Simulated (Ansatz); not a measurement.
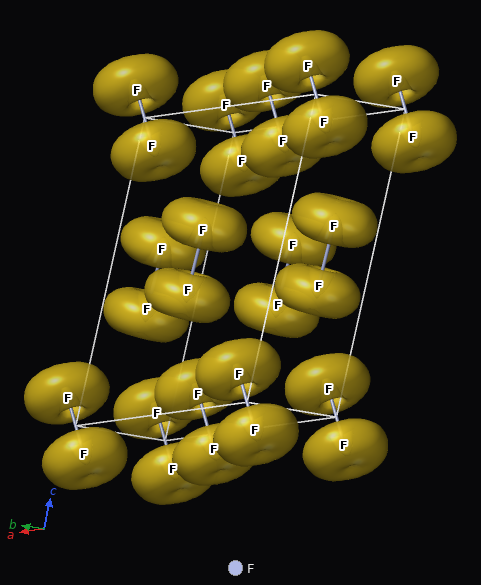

The picture shows: F. Isosurface of the electron localisation function at 0.65 (yellow), seen at an oblique angle. Core shells and regions of very low density are left out. Sticks mark near contacts.

Space group C2/m; a structure from a database of computed crystals, not necessarily the ambient phase; started from the database structure prototype, which need not be the ambient phase; not relaxed (largest force 1.0 eV/Å).

Level of theory: DFT, PBE0, plane waves, PAW (Ansatz).

> Describe the localisation domains.

At this value the surface marks out eight regions wrapped around F (the valence shell of each), counted in one cell of 8 atoms. Any copies at cell faces, edges or corners count once.

Values along the shortest contacts:
F–F (1.40 Å): the ELF peaks at about 0.65 between the atoms.

> Metal or insulator at this level of theory?

It is gapped, with a Kohn–Sham gap of 6.7 eV on the k-point mesh, an upper bound to the gap of this method.
